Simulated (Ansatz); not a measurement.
Geometry relaxation of SiC (part 1 of 2)

- system: SiC (slab, 6 atoms in the cell)
- method: DFT, PBEsol, plane waves, PAW, no spin polarisation (Ansatz 0.2.0)

The structure derives from an entry of the Crystallography Open Database. The input holds or restrains some coordinates. Forces given for the steps count only the free coordinates.

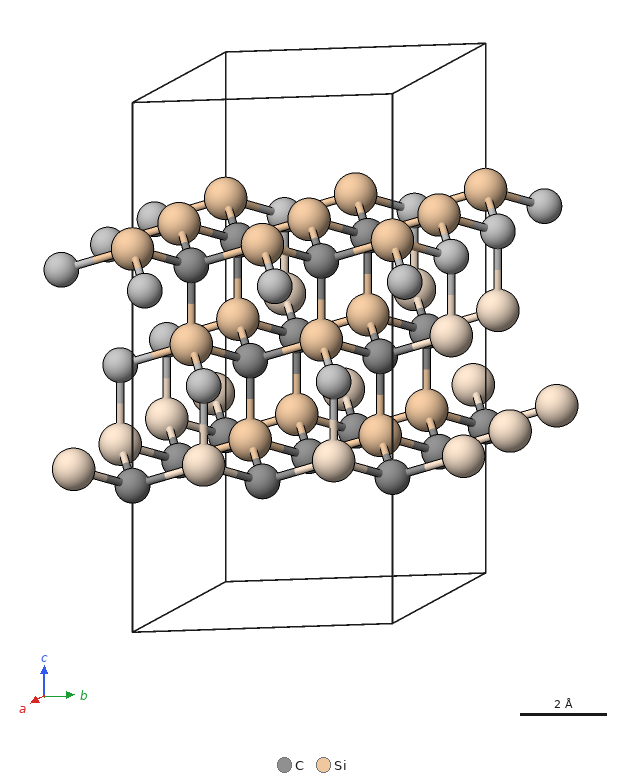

Fig. 1: The starting structure (ball-and-stick view of the 2 × 2 repeat of the cell, with the vacuum cut short, seen slightly off an axis; neighbours outside the cell are drawn fainter). An atom can appear more than once, as a periodic image. Near neighbours in the periodic cell (some may lie outside the picture): C has 3 Si at 1.89 Å; Si has 4 C at 1.89 Å; C has 4 Si at 1.89 Å; Si has 3 C at 1.89 Å.

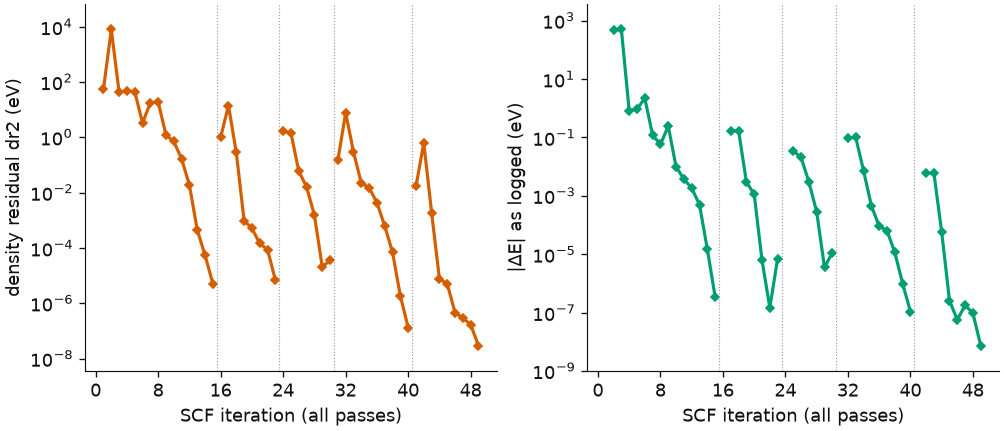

Fig. 2: Convergence of the self-consistent field: density residual dr2 and size of the energy change against the SCF iteration. The dotted lines part the SCF passes of the relaxation: geometry steps, rejected trials and re-solves on a re-selected basis. The 5 passes take 7 to 15 iterations each, 49 in all.

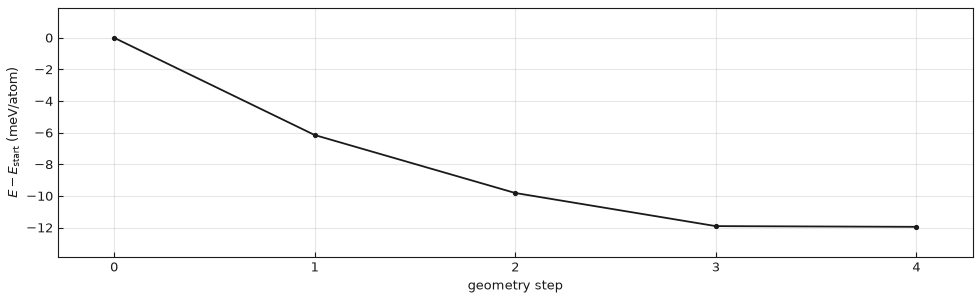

Fig. 3: Progress of the restrained relaxation, step by step (the first geometry is step 0 here and step 1 in the log).

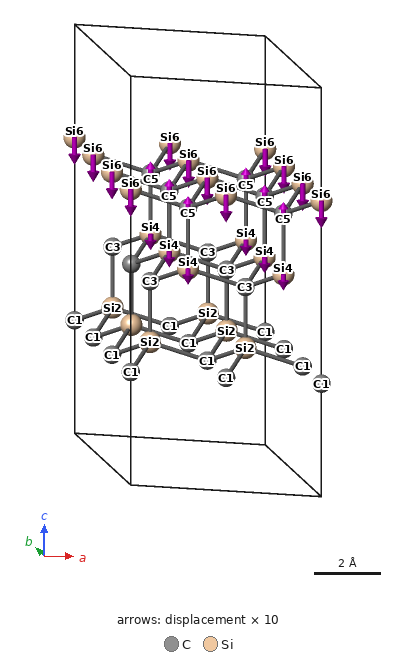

Fig. 4: The starting structure with the displacements as pink arrows, magnified 10 times (ball-and-stick view of the 2 × 3 repeat of the cell, with the vacuum cut short, seen slightly off an axis). After 4 geometry steps the energy has fallen by 12.0 meV per atom. The largest force component goes from 1.2 to 0.0097 eV/Å. The atom that moves furthest is Si6 (0.085 Å). Largest moves by element: Si 0.085 Å, C 0.036 Å. The cell stays as it was. Among the contacts that change: Si4–C5 1.886 → 1.973 Å, C5–Si6 1.886 → 1.850 Å, C3–Si4 1.886 → 1.870 Å. Among the angles that change: Si4–C5–Si6 109.5° → 105.9°, Si6–C5–Si6 109.5° → 112.8°, C5–Si6–C5 109.5° → 112.8°. (Atoms are counted from 1 in the order of the input.)

These pictures come from the run below.

**Input**
```yaml
crystal:
  lattice:
    - [3.0806203182, 0.0, 0.0]
    - [-1.5403101591, 2.667895455, 0.0]
    - [0.0, 0.0, 22.6594609031]
  atoms:
    - { symbol: C, position: [0.0, 0.0, 0.3751192509] }
    - { symbol: Si, position: [0.3333333333, 0.6666666667, 0.4028705285] }
    - { symbol: C, position: [0.3333333333, 0.6666666667, 0.4861243612] }
    - { symbol: Si, position: [0.6666666667, 0.3333333333, 0.5138756388] }
    - { symbol: C, position: [0.6666666667, 0.3333333333, 0.5971294715] }
    - { symbol: Si, position: [0.0, 0.0, 0.6248807491] }
basis:
  ecutwfc: 420
  xc_grid: 4
kpoints:
  mp_grid: { grid: [9, 9, 1] }
hamiltonian:
  xc: pbesol
scf:
  occupations: { method: gaussian, width: 0.05 }
  initial_density: { chi_scale: 0.0 }
output:
  forces: true
  eigenvalues: true
relax:
  adjacent_minimum: "off"
  f_tol: 0.03
  max_steps: 70
  constraints: [{ sites: [0, 1, 2] }]
efield:
  axis: 3
  dipole_correction: true
  ramp_width: 0.04
```

Run as:
```bash
ansatz run input.yaml --threads 2 --pin off --max-ram 5120MiB --backend cpu --events-out ev --progress --plain --runs-dir out
```

**The program's output**
```
Engine: ansatz 0.2.0, x86_64-unknown-linux-gnu
Pseudopotentials: kind: paw
Pseudopotential: C, paw, valence charge 4, recommended cutoff 420 eV (normal), C.paw.azcp
Pseudopotential: Si, paw, valence charge 4, recommended cutoff 420 eV (normal), Si.paw.azcp
Functional definition: PBEsol
  exchange = pbesol_x
  correlation = pbesol_c
Crystal: 6 atoms, lattice volume = 186.233 Å³
Basis set: ecut = 420 eV, 3603 PW (Γ), exchange–correlation on 96×96×640 points (64 copies of the dense FFT grid, shifted against one another)
Bands: 18, of which v1, the nominal top of the filled ones, is band 12 counted from 1 (11 counted from 0)
Symmetry: 6 space group operations
Space group: P3m1 (ITA 156), of the structure as read, at distance tolerance 5.7e-5 Å
k-points: 12 of 81 (time reversal used)
Non-local potential: C, projectors of the file, l = 0: 2, l = 1: 2, l = 2: 1
Non-local potential: Si, projectors of the file, l = 0: 2, l = 1: 2, l = 2: 2
PAW form: soft (Blöchl's): semilocal exchange-correlation on the pseudo side does not see the compensation charge
PAW frozen core: C, regenerated for the run's functional, and the local potential with it (the file was generated under x = pbe(κ = 0.804, μ = 0.2195149727645171), c = pbe(β = 0.06672455060314922))
PAW frozen core: Si, regenerated for the run's functional, and the local potential with it (the file was generated under x = pbe(κ = 0.804, μ = 0.2195149727645171), c = pbe(β = 0.06672455060314922))
PAW one-centre angular grid: C, 110 points (default); XC on 64 Gauss nodes
PAW one-centre angular grid: Si, 110 points (default); XC on 64 Gauss nodes
Initial density: superposition of atomic densities (chi_scale 0, normalization cell)
Initial wavefunctions: pseudopotential atomic-orbital guess
Functional: x = pbesol(κ = 0.804, μ = 0.12345679012345678), c = pbesol(β = 0.046)
SCF iter   1: F=—  HF=-2608.692278 eV  |F-HF|=—  |Δ(HF+E_count)|=         —  Δρ=9.03e-2  dr2=5.59e1  ethr=3.10e-3  p=0.001 e·Å  D=5.23e-4 V/Å  ΔV_dip=-0.01 eV  dr2_dipole=1.77e1  V_vac-E_F(+/−)=8.06/8.07 eV  ⟨swp⟩=9.7  Hψ=1720  notcnv=0  defer=4
efield: sawtooth ramp at fractional position 0.9800 (placed from the atoms, in the widest stretch of the axis that holds none; the zero of the levels goes with the place), width 0.0400; the density the first Hamiltonian is built on has a dipole p = 0.001 e·Å; the dipole correction subtracts the counter field D = 5.23e-4 V/Å, which shifts the + side's vacuum level by -0.01 eV against the − side's; the planar-averaged density in the ramp window peaks in size at 7.3e-8 e/Å³
preconditioner: auto → none  [insulator: Δε(μ)=2.235 eV  Ē_g=11.888 eV  σ=0.050 eV  W_gap=1.00  n_scr=12 (ndim 8)  ℏωp=13.3 eV  f_vac=0.565  D(μ)=0.00/eV (n_scr^D=0)  ε∞_Penn≈2.3]
SCF iter   2: F=—  HF=-3100.895877 eV  |F-HF|=—  |Δ(HF+E_count)|=    4.92e2  Δρ=2.90e-1  dr2=7.91e3  ethr=3.10e-3  p=3.021 e·Å  D=2.94e0 V/Å  ΔV_dip=-66.52 eV  dr2_dipole=6.63e3  V_vac-E_F(+/−)=-11.36/55.16 eV  ⟨swp⟩=29.7  Hψ=5721  notcnv=0  defer=51  recentre
preconditioner: auto → LDOS  [metal: Δε(μ)=0.035 eV  Ē_g=12.029 eV  σ=0.050 eV  W_gap=0.34  n_scr=12 (ndim 8)  ℏωp=13.2 eV  f_vac=0.581  D(μ)=4.38/eV (n_scr^D=14)  β→1.0]
SCF iter   3: F=—  HF=-2605.973757 eV  |F-HF|=—  |Δ(HF+E_count)|=    4.95e2  Δρ=7.37e-2  dr2=4.21e1  ethr=3.10e-3  p=0.059 e·Å  D=5.74e-2 V/Å  ΔV_dip=-1.30 eV  dr2_dipole=1.36e1  V_vac-E_F(+/−)=7.35/8.64 eV  ⟨swp⟩=13.4  Hψ=2426  notcnv=0  defer=25
SCF iter   4: F=—  HF=-2605.158833 eV  |F-HF|=—  |Δ(HF+E_count)|=   8.15e-1  Δρ=6.57e-2  dr2=4.66e1  ethr=3.10e-3  p=0.087 e·Å  D=8.46e-2 V/Å  ΔV_dip=-1.92 eV  dr2_dipole=1.67e1  V_vac-E_F(+/−)=7.68/9.62 eV  ⟨swp⟩=9.0  Hψ=734  notcnv=0  defer=24
SCF iter   5: F=—  HF=-2604.228376 eV  |F-HF|=—  |Δ(HF+E_count)|=   9.30e-1  Δρ=5.11e-2  dr2=4.47e1  ethr=3.10e-3  p=0.154 e·Å  D=1.50e-1 V/Å  ΔV_dip=-3.39 eV  dr2_dipole=1.84e1  V_vac-E_F(+/−)=5.77/9.17 eV  ⟨swp⟩=6.4  Hψ=692  notcnv=0  defer=19
SCF iter   6: F=—  HF=-2602.063063 eV  |F-HF|=—  |Δ(HF+E_count)|=    2.17e0  Δρ=2.04e-2  dr2=3.28e0  ethr=3.10e-3  p=0.196 e·Å  D=1.90e-1 V/Å  ΔV_dip=-4.32 eV  dr2_dipole=1.46e0  V_vac-E_F(+/−)=3.55/7.84 eV  ⟨swp⟩=8.1  Hψ=753  notcnv=0  defer=18
SCF iter   7: F=—  HF=-2602.180717 eV  |F-HF|=—  |Δ(HF+E_count)|=   1.18e-1  Δρ=2.49e-2  dr2=1.79e1  ethr=3.10e-3  p=0.137 e·Å  D=1.33e-1 V/Å  ΔV_dip=-3.01 eV  dr2_dipole=7.62e0  V_vac-E_F(+/−)=3.62/6.60 eV  ⟨swp⟩=7.1  Hψ=623  notcnv=0  defer=14  recentre
SCF iter   8: F=—  HF=-2602.123285 eV  |F-HF|=—  |Δ(HF+E_count)|=   5.74e-2  Δρ=2.38e-2  dr2=1.87e1  ethr=3.10e-3  p=0.131 e·Å  D=1.27e-1 V/Å  ΔV_dip=-2.88 eV  dr2_dipole=8.79e0  V_vac-E_F(+/−)=4.10/6.98 eV  ⟨swp⟩=6.0  Hψ=437  notcnv=0  defer=13
SCF iter   9: F=—  HF=-2601.882697 eV  |F-HF|=—  |Δ(HF+E_count)|=   2.41e-1  Δρ=7.14e-3  dr2=1.22e0  ethr=3.10e-3  p=0.119 e·Å  D=1.15e-1 V/Å  ΔV_dip=-2.61 eV  dr2_dipole=5.03e-1  V_vac-E_F(+/−)=4.04/6.64 eV  ⟨swp⟩=4.5  Hψ=397  notcnv=0  defer=12
SCF iter  10: F=—  HF=-2601.872844 eV  |F-HF|=—  |Δ(HF+E_count)|=   9.85e-3  Δρ=4.88e-3  dr2=7.05e-1  ethr=3.10e-3  p=0.107 e·Å  D=1.04e-1 V/Å  ΔV_dip=-2.35 eV  dr2_dipole=3.43e-1  V_vac-E_F(+/−)=4.32/6.66 eV  ⟨swp⟩=2.0  Hψ=227  notcnv=0  defer=14
SCF iter  11: F=—  HF=-2601.869151 eV  |F-HF|=—  |Δ(HF+E_count)|=   3.69e-3  Δρ=2.35e-3  dr2=1.66e-1  ethr=2.94e-3  p=0.100 e·Å  D=9.70e-2 V/Å  ΔV_dip=-2.20 eV  dr2_dipole=8.05e-2  V_vac-E_F(+/−)=4.41/6.60 eV  ⟨swp⟩=1.2  Hψ=224  notcnv=0  defer=12
SCF iter  12: F=—  HF=-2601.867324 eV  |F-HF|=—  |Δ(HF+E_count)|=   1.83e-3  Δρ=7.72e-4  dr2=1.87e-2  ethr=6.92e-4  p=0.096 e·Å  D=9.31e-2 V/Å  ΔV_dip=-2.11 eV  dr2_dipole=9.26e-3  V_vac-E_F(+/−)=4.44/6.55 eV  ⟨swp⟩=2.1  Hψ=256  notcnv=0  defer=13
SCF iter  13: F=—  HF=-2601.866831 eV  |F-HF|=—  |Δ(HF+E_count)|=   4.93e-4  Δρ=1.21e-4  dr2=4.52e-4  ethr=7.80e-5  p=0.094 e·Å  D=9.10e-2 V/Å  ΔV_dip=-2.06 eV  dr2_dipole=2.39e-4  V_vac-E_F(+/−)=4.46/6.52 eV  ⟨swp⟩=2.0  Hψ=297  notcnv=0  defer=13
SCF iter  14: F=—  HF=-2601.866816 eV  |F-HF|=—  |Δ(HF+E_count)|=   1.48e-5  Δρ=4.66e-5  dr2=5.45e-5  ethr=1.88e-6  p=0.093 e·Å  D=9.04e-2 V/Å  ΔV_dip=-2.05 eV  dr2_dipole=2.89e-5  V_vac-E_F(+/−)=4.46/6.51 eV  ⟨swp⟩=1.8  Hψ=255  notcnv=0  defer=13
SCF iter  15: F=-2601.866810 eV  HF=-2601.866817 eV  |F-HF|=6.85e-6  |Δ(HF+E_count)|=   3.42e-7  Δρ=1.66e-5  dr2=5.11e-6  ethr=9.38e-8  p=0.093 e·Å  D=9.02e-2 V/Å  ΔV_dip=-2.04 eV  dr2_dipole=2.09e-6  V_vac-E_F(+/−)=4.47/6.51 eV  ⟨swp⟩=24.8  Hψ=2658  notcnv=0
SCF 1 converged in 15 iterations: F = -2601.866810 eV  dr2 = 5.11e-6
  greatest PAW one-centre occupation: 0.664 electrons in one spin orbital (limit 2), on the C atom at site 0 (counted from 0), in its partial waves of l = 0
relax step   1: F+E_penalty+E_count = -2601.86680998 eV  Δ(F+E_penalty+E_count) = +0.000e0 eV  max|allowed force component| = 1.232e0 eV/Å  Δτ_max = 0.0000 Å  (15 SCF iters, dr2 threshold 2.25e-5 eV, accepted)
Initial density: handed on by an earlier stage of this run
Initial wavefunctions: those handed on with the density
SCF iter   1: F=—  HF=-2601.915159 eV  |F-HF|=—  |Δ(HF+E_count)|=         —  Δρ=5.90e-3  dr2=1.01e0  ethr=3.10e-3  p=0.093 e·Å  D=9.02e-2 V/Å  ΔV_dip=-2.04 eV  dr2_dipole=4.65e-1  V_vac-E_F(+/−)=4.46/6.51 eV  ⟨swp⟩=3.1  Hψ=532  notcnv=0  defer=15
efield: sawtooth ramp at fractional position 0.9800 (handed on by an earlier solve), width 0.0400; the density the first Hamiltonian is built on has a dipole p = 0.093 e·Å; the dipole correction subtracts the counter field D = 9.02e-2 V/Å, which shifts the + side's vacuum level by -2.04 eV against the − side's; the planar-averaged density in the ramp window peaks in size at 1.7e-7 e/Å³
preconditioner: auto → LDOS  [metal: Δε(μ)=0.038 eV  Ē_g=10.518 eV  σ=0.050 eV  W_gap=0.37  n_scr=12 (ndim 8)  ℏωp=13.3 eV  f_vac=0.579  D(μ)=2.83/eV (n_scr^D=10)  β→1.0]
SCF iter   2: F=—  HF=-2602.078679 eV  |F-HF|=—  |Δ(HF+E_count)|=   1.64e-1  Δρ=2.09e-2  dr2=1.40e1  ethr=3.10e-3  p=0.132 e·Å  D=1.28e-1 V/Å  ΔV_dip=-2.90 eV  dr2_dipole=6.60e0  V_vac-E_F(+/−)=3.74/6.64 eV  ⟨swp⟩=1.7  Hψ=328  notcnv=0  defer=17  recentre
SCF iter   3: F=—  HF=-2601.907800 eV  |F-HF|=—  |Δ(HF+E_count)|=   1.71e-1  Δρ=3.22e-3  dr2=2.82e-1  ethr=3.10e-3  p=0.096 e·Å  D=9.37e-2 V/Å  ΔV_dip=-2.12 eV  dr2_dipole=1.31e-1  V_vac-E_F(+/−)=4.39/6.52 eV  ⟨swp⟩=2.5  Hψ=282  notcnv=0  defer=15
SCF iter   4: F=—  HF=-2601.904838 eV  |F-HF|=—  |Δ(HF+E_count)|=   2.96e-3  Δρ=4.71e-4  dr2=9.67e-4  ethr=1.18e-3  p=0.100 e·Å  D=9.71e-2 V/Å  ΔV_dip=-2.20 eV  dr2_dipole=2.12e-4  V_vac-E_F(+/−)=4.34/6.54 eV  ⟨swp⟩=1.2  Hψ=297  notcnv=0  defer=15
SCF iter   5: F=—  HF=-2601.903704 eV  |F-HF|=—  |Δ(HF+E_count)|=   1.13e-3  Δρ=2.10e-4  dr2=5.11e-4  ethr=4.03e-6  p=0.100 e·Å  D=9.76e-2 V/Å  ΔV_dip=-2.21 eV  dr2_dipole=1.21e-4  V_vac-E_F(+/−)=4.34/6.55 eV  ⟨swp⟩=2.2  Hψ=402  notcnv=0  defer=15
SCF iter   6: F=—  HF=-2601.903698 eV  |F-HF|=—  |Δ(HF+E_count)|=   6.19e-6  Δρ=1.47e-4  dr2=1.45e-4  ethr=2.13e-6  p=0.100 e·Å  D=9.76e-2 V/Å  ΔV_dip=-2.21 eV  dr2_dipole=3.76e-5  V_vac-E_F(+/−)=4.34/6.55 eV  ⟨swp⟩=1.0  Hψ=202  notcnv=0  defer=15
SCF iter   7: F=-2601.903590 eV  HF=-2601.903697 eV  |F-HF|=1.08e-4  |Δ(HF+E_count)|=   1.47e-7  Δρ=8.93e-5  dr2=8.68e-5  ethr=3.96e-7  p=0.101 e·Å  D=9.78e-2 V/Å  ΔV_dip=-2.22 eV  dr2_dipole=3.75e-5  V_vac-E_F(+/−)=4.34/6.55 eV  ⟨swp⟩=13.0  Hψ=1451  notcnv=0
SCF iter   8: F=-2601.903697 eV  HF=-2601.903705 eV  |F-HF|=7.05e-6  |Δ(HF+E_count)|=   7.04e-6  Δρ=3.14e-5  dr2=6.93e-6  ethr=3.62e-7  p=0.101 e·Å  D=9.79e-2 V/Å  ΔV_dip=-2.22 eV  dr2_dipole=2.72e-6  V_vac-E_F(+/−)=4.34/6.55 eV  ⟨swp⟩=8.8  Hψ=996  notcnv=0
SCF 2 converged in 8 iterations: F = -2601.903697 eV  dr2 = 6.93e-6
  greatest PAW one-centre occupation: 0.663 electrons in one spin orbital (limit 2), on the C atom at site 0 (counted from 0), in its partial waves of l = 0
relax step   2: F+E_penalty+E_count = -2601.90369747 eV  Δ(F+E_penalty+E_count) = -3.689e-2 eV  max|allowed force component| = 8.982e-1 eV/Å  Δτ_max = 0.0423 Å  (8 SCF iters, dr2 threshold 9.49e-5 eV, accepted)
```
